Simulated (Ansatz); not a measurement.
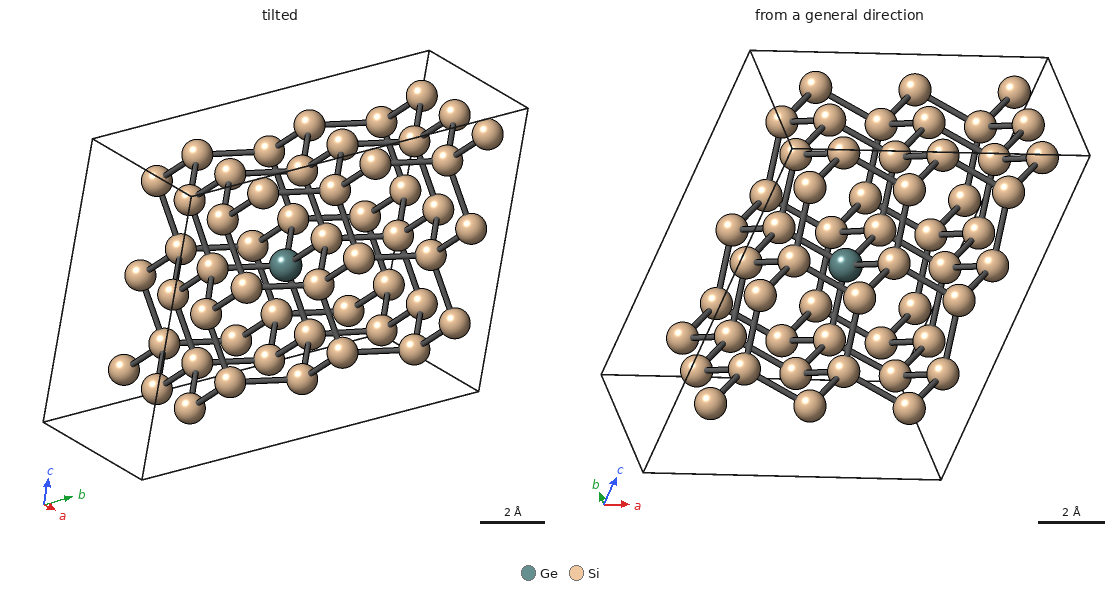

The crystal in a ball-and-stick representation, seen slightly off an axis and from a general direction. The edges of the supercell are marked. The host is Si, in a cell of 54 sites, and the cell is neutral.

> Which defect is modelled here, and what are its neighbours?

Germanium on a silicon site (a substitutional impurity). It is bonded to four Si in a tetrahedral arrangement at about 2.4 Å.

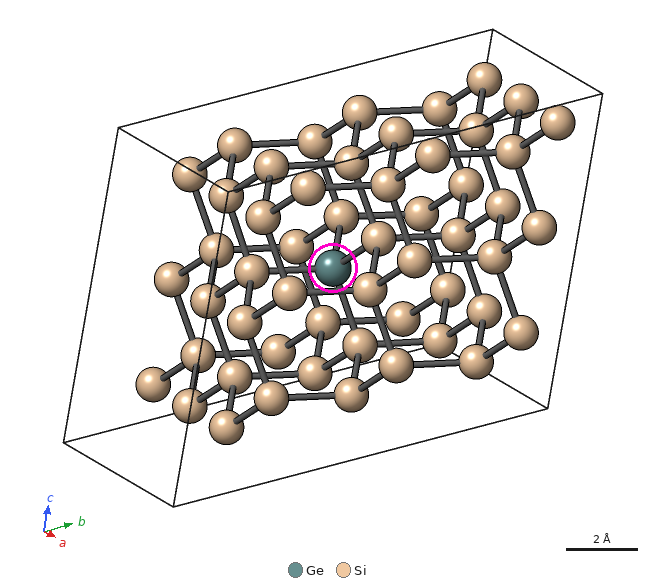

The same cell with a ring at the defect's site.

The atoms were relaxed in the host's cell with Ansatz, DFT PBE, scalar-relativistic, plane waves, PAW.
